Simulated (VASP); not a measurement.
# Γ, L and X conduction valleys of InP (F-43m) against volume, HSE06 with spin-orbit coupling

We have to decide whether a model of electron transport in InP under hydrostatic pressure may keep one fixed order of its conduction valleys. Electrons that gain enough energy leave the light Γ valley for the heavier side valleys, so the model needs to know which side valley lies lowest and how far above Γ it is. We calculated the three valleys at seven volumes from V/V0 = 0.94 to 1.06, where V0 is the volume of the cell relaxed with LDA. Every energy is counted from the valence-band top at Γ at the same volume. The minimum along Γ–X lies at X itself at each volume, so we call the Δ valley the X valley.

## Method

The start is a typed prototype cell. The crystal was relaxed with LDA. It is scaled evenly about that cell, atoms relaxed with LDA. VASP 6.6.1, plane waves with PAW, cutoff 450 eV, no spin polarisation. Band edges are single points at HSE06 with spin-orbit coupling on these cells, k mesh 5×5×5, read on short lines of k points at the zone centre and through the valleys; energies are counted from the valence-band top at the zone centre.  All levels use the PAW data sets made with LDA.

Notes on method and selection:

- A valley's energy from the valence-band top holds the shift of that top as well as the shift of the valley.
- Runs that did not converge, have known faults or may not be shown are not listed, and runs on Ansatz's PAW sets soft_1 and soft_2 are kept to separate tables.

Columns:

- 100 ln(V/V0): 100 ln(V/V0), V0 the volume of the reference cell.
- Γ level (eV): lowest conduction level at Γ.
- Δ valley (eV): minimum of the conduction band along Γ–X.
- L valley (eV): conduction level at L.
- Γ mass (mₑ): curvature mass of the lowest conduction band at Γ, fitted within 0.05 1/Å.

## Results

| member | 100 ln(V/V0) | Γ level (eV) | Δ valley (eV) | L valley (eV) | Γ mass (mₑ) |
| --- | --- | --- | --- | --- | --- |
| V/V0 = 0.94 | −6.19 | 1.955 | 2.204 | 2.456 | 0.1118 |
| V/V0 = 0.96 | −4.08 | 1.830 | 2.244 | 2.399 | 0.1063 |
| V/V0 = 0.98 | −2.02 | 1.707 | 2.282 | 2.342 | 0.1003 |
| V/V0 = 1 | 0.00 | 1.585 | 2.317 | 2.286 | 0.0945 |
| V/V0 = 1.02 | 1.98 | 1.464 | 2.350 | 2.230 | 0.0883 |
| V/V0 = 1.04 | 3.92 | 1.345 | 2.381 | 2.175 | 0.0823 |
| V/V0 = 1.06 | 5.83 | 1.227 | 2.410 | 2.120 | 0.0765 |

Γ level (eV) against 100 ln(V/V0):

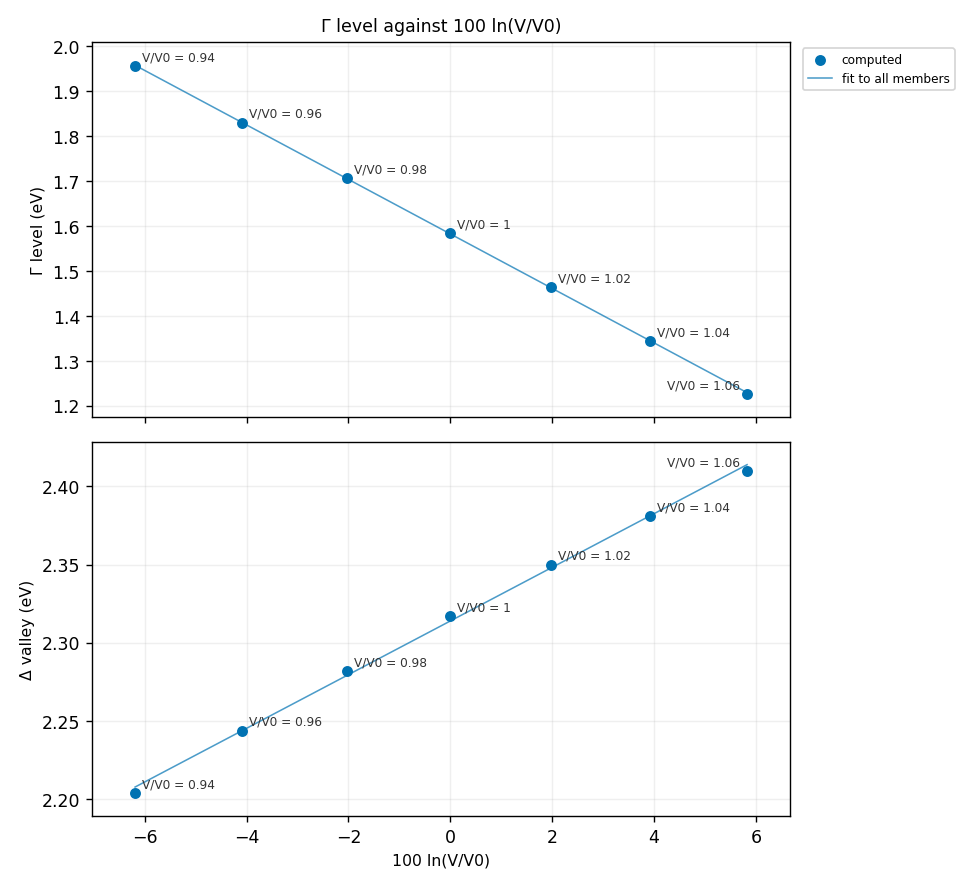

Least-squares fits to the whole series, with x = 100 ln(V/V0); R² and errors in the fitted variable (y, or ln y where the fit is in ln y):

| y | members | fit | R² | rms residual | leave-one-out rms | the same for the mean of the others |
| --- | --- | --- | --- | --- | --- | --- |
| Γ level (eV) | 7 | y = 1.5827 − 0.060588 x | 1.00 | 0.0019 | 0.0030 | 0.28 |
| Δ valley (eV) | 7 | y = 2.314 + 0.01714 x | 1.00 | 0.0027 | 0.0044 | 0.080 |

## Why the values move as they do

On expansion the Γ and L valleys come down towards the valence top, Γ about twice as fast as L, while the X valley moves slowly away from it. Γ is the lowest valley in all seven rows. The side valleys change places: X is below L up to V/V0 = 0.98, and L is below X from V/V0 = 1 upwards.

The simplest model follows in three steps.

1. Symmetry holds both atoms on their sites, so even scaling changes only the bond length $d$. With $x = 100\ln(V/V_0)$, $\ln(d/d_0) = x/300$.
2. We assume that each band level shifts in proportion to this small change: $\varepsilon_i = \varepsilon_{i,0} + s_i x$ for valley $i$, and $\varepsilon_v = \varepsilon_{v,0} + s_v x$ for the valence top.
3. Subtracting the two gives the tabulated energy,

$$E_i = b_i + a_i x, \qquad a_i = s_i - s_v .$$

Each valley has two parameters, its energy $b_i$ at V0 and its slope $a_i$. One unit of $x$ is close to 1 % of volume.

The order of the slopes can be understood from the coupling between s orbitals on neighbouring In and P atoms. The Γ level is the antibonding combination of these orbitals, and a longer bond weakens the coupling and lowers the level. The phases of the four neighbours add fully at Γ, to one half at L, and cancel at X. The downward pull on expansion should therefore be strongest at Γ, weaker at L and absent at X, which is the order found. The small positive slope at X then has to come from what this picture leaves out: other couplings, the shift of the valence top, or both. The table does not tell them apart.

The Γ mass falls along with the Γ level, from 0.1118 to 0.0765 mₑ. This is the sign expected when the conduction and valence bands interact across a narrowing gap.

## Testing the model

We fix the lines on V/V0 = 0.96 and 1.04, which are 3.92 + 4.08 = 8.00 units of $x$ apart. The slopes are

- Γ: (1.345 − 1.830) / 8.00 = −0.0606 eV per unit
- X: (2.381 − 2.244) / 8.00 = +0.0171 eV per unit
- L: (2.175 − 2.399) / 8.00 = −0.0280 eV per unit

Starting from V/V0 = 0.96, we work out three other members.

V/V0 = 0.94, with a step of −6.19 + 4.08 = −2.11:

- Γ: 1.830 + 0.0606 × 2.11 = 1.958 eV; table 1.955
- X: 2.244 − 0.0171 × 2.11 = 2.208 eV; table 2.204
- L: 2.399 + 0.0280 × 2.11 = 2.458 eV; table 2.456

V/V0 = 1, with a step of 4.08:

- Γ: 1.830 − 0.0606 × 4.08 = 1.583 eV; table 1.585
- X: 2.244 + 0.0171 × 4.08 = 2.314 eV; table 2.317
- L: 2.399 − 0.0280 × 4.08 = 2.285 eV; table 2.286

V/V0 = 1.06, with a step of 5.83 + 4.08 = 9.91:

- Γ: 1.830 − 0.0606 × 9.91 = 1.229 eV; table 1.227
- X: 2.244 + 0.0171 × 9.91 = 2.413 eV; table 2.410
- L: 2.399 − 0.0280 × 9.91 = 2.122 eV; table 2.120

The largest miss is 0.004 eV. The X and L lines meet at a step of (2.399 − 2.244) / (0.0171 + 0.0280) = 3.44, which is $x$ = −4.08 + 3.44 = −0.64. The side valleys therefore change order at a compression of about 0.6 % from V0, between the rows that show the two orders.

## Exceptions

Largest departures from the fit to the whole series:

| member | Γ level (eV) | fit | computed − fit | in rms residuals |
| --- | --- | --- | --- | --- |
| V/V0 = 0.94 | 1.955 | 1.958 | −0.003 | 1.5 |
| V/V0 = 1.06 | 1.227 | 1.229 | −0.002 | 1.3 |
| V/V0 = 1 | 1.585 | 1.583 | +0.002 | 1.2 |
| V/V0 = 0.98 | 1.707 | 1.705 | +0.002 | 1.0 |

The straight lines miss by only a few meV, but the misses have a pattern. For all three valleys the line lies above the table at V/V0 = 0.94 and 1.06 and below it at V/V0 = 1, so the computed energies bend downwards. Between the first two and the last two rows the slope goes from −0.0592 to −0.0618 eV per unit of $x$ for Γ, and from +0.0190 to +0.0152 for X. The assumption that fails is the constant slope in step 2.

A coupling that decays as a power of bond length does not repair this for Γ, because it would make the fall slower on expansion, and the table shows it getting faster. Since the valence top is subtracted from every level, a top whose energy curves upwards with $x$ would bend all three valleys the right way. The table cannot separate this from curvature of the valleys themselves.

The s–s coupling also fails to give the size of the L slope. Even in full proportion to the phase sum, L would lie midway between Γ and X, at (−0.0606 + 0.0171) / 2 = −0.0218 eV per unit of $x$, whereas the rows give −0.0280. Coupling between s and p orbitals, left out of that picture, is a likely contributor.

## Conclusions

From V/V0 = 0.94 to 1.06 the transport model may keep Γ as the lowest valley, but it may not keep a fixed order of L and X. The gap from Γ to the lowest side valley grows from 0.249 eV (to X) to 0.893 eV (to L) across the range.

No omitted effect that we know of is as large as the 0.728 eV range of the Γ level. Two can exceed the distance between L and X at V0, 2.317 − 2.286 = 0.031 eV. HSE06 may err by roughly 0.1 eV, of either sign, in the spacing of valleys, which would move the crossing by about 2 % of volume. LDA cells are usually too small, by roughly 1 to 2 % of volume, and correcting this lowers L against X by a further 0.05 to 0.09 eV.
